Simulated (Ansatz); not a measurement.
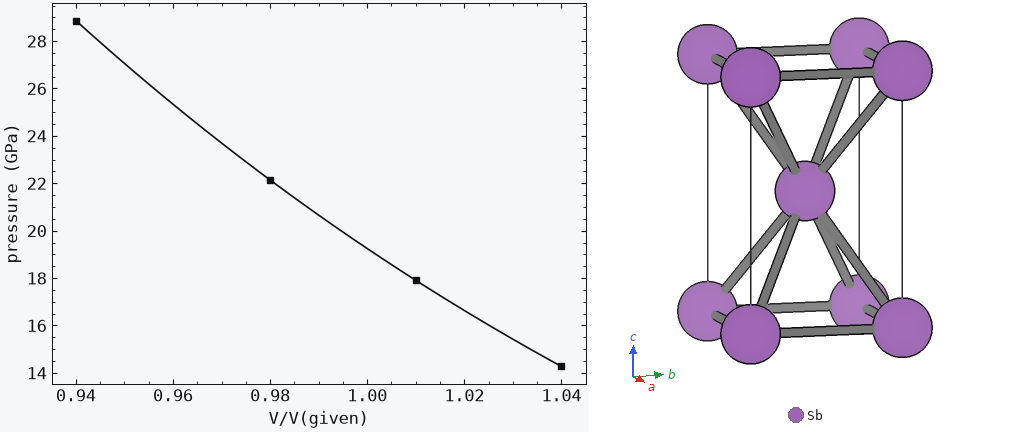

The picture above shows the pressure against V/V(given) for Sb, space group I4/mmm (No. 139). The conventional cell is drawn beside the plot.

Structure:
```
CELL_PARAMETERS angstrom
-1.50500 1.50500 2.48000
1.50500 -1.50500 2.48000
1.50500 1.50500 -2.48000
ATOMIC_POSITIONS crystal
Sb 0.00000 0.00000 0.00000
```

Method: periodic Kohn-Sham DFT of a crystal at fixed atoms, scaled to the stated factor times the given cell; pressure positive in compression (Ansatz 0.2.0). Level: PBE.

```tsv
setting	value
method	frozen-core PAW
relativity	scalar
k mesh	19×19×19
occupations	Fermi–Dirac
smearing width	0.05 eV
wave cutoff	420 eV
PAW set	soft_2
```

V(given) is 22.47 Å³/atom.

From this curve and the settings, what does the calculation give for the largest field gradient Vzz at the same points?

The largest field gradient Vzz rises from 3.575 1e21 V/m² at V/V(given) 0.94 to 3.912 1e21 V/m² at 1.04.

```json
{"V/V(given)": "0.94", "largest field gradient Vzz (1e21 V/m²)": "3.575"}
{"V/V(given)": "0.98", "largest field gradient Vzz (1e21 V/m²)": "3.771"}
{"V/V(given)": "1.01", "largest field gradient Vzz (1e21 V/m²)": "3.860"}
{"V/V(given)": "1.04", "largest field gradient Vzz (1e21 V/m²)": "3.912"}
```

Limits of the calculation: field gradient without spin-orbit coupling on heavy atoms; no gap: field gradients move with the k mesh; no spin-orbit coupling on heavy atoms; the volumes run don't bracket the minimum of the energy, so any equilibrium value is extrapolated; shape and atomic fractions are frozen while scaling, which makes layered, chain and framework solids too stiff.
